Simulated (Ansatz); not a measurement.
A periodic structure is given below.

```
Al Cu
1.0
     2.77841    0.00000    0.00000
     0.00000    2.77841    0.00000
     0.00000    0.00000    7.51340
Al Cu
3 1
Direct
  0.00000 0.00000 0.50000
  0.50000 0.50000 0.22612
  0.50000 0.50000 0.77388
  0.00000 0.00000 0.00000
```

Question: What crystal do these data define?

Answer: The structure is one of Al₃Cu. It is primitive tetragonal, space group P4/mmm (No. 123). It has 4 atoms to the cell (3 Al, 1 Cu). The neighbours of Cu are eight Al and four Cu in a distorted cuboctahedral arrangement (2.60 Å to Al, 2.78 Å to Cu). Al takes two kinds of site: 1b with twelve Al in a cuboctahedral arrangement at 2.78 to 2.85 Å; 2h with eight Al and four Cu in a distorted cuboctahedral arrangement (2.78 to 2.85 Å to Al, 2.60 Å to Cu). The bonds build a three-dimensional framework.

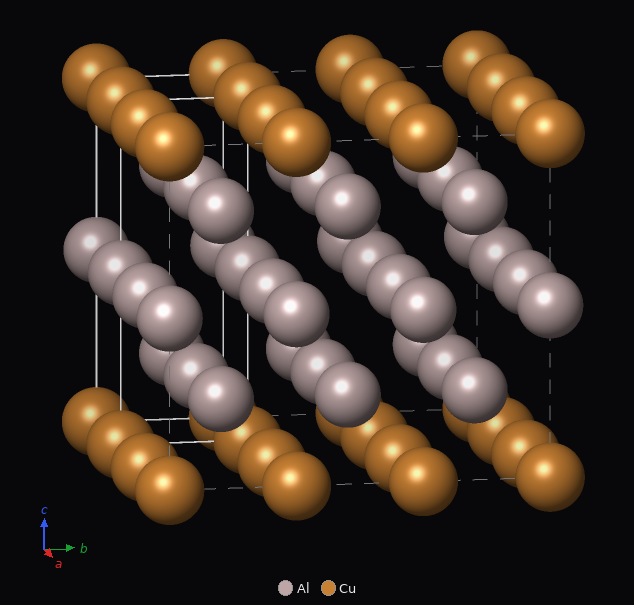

Drawn in the spheres-only manner and seen slightly off an axis. The solid frame is a single conventional unit cell within a 3×3×1 block. Colours: aluminium light grey, copper orange.

The cell started as a structure listed in the Materials Project. Earlier steps of the study, as a rule a relaxation of our own, may have changed the cell and positions, so they can lie some per cent off the listed ones. It went into a calculation with Ansatz.
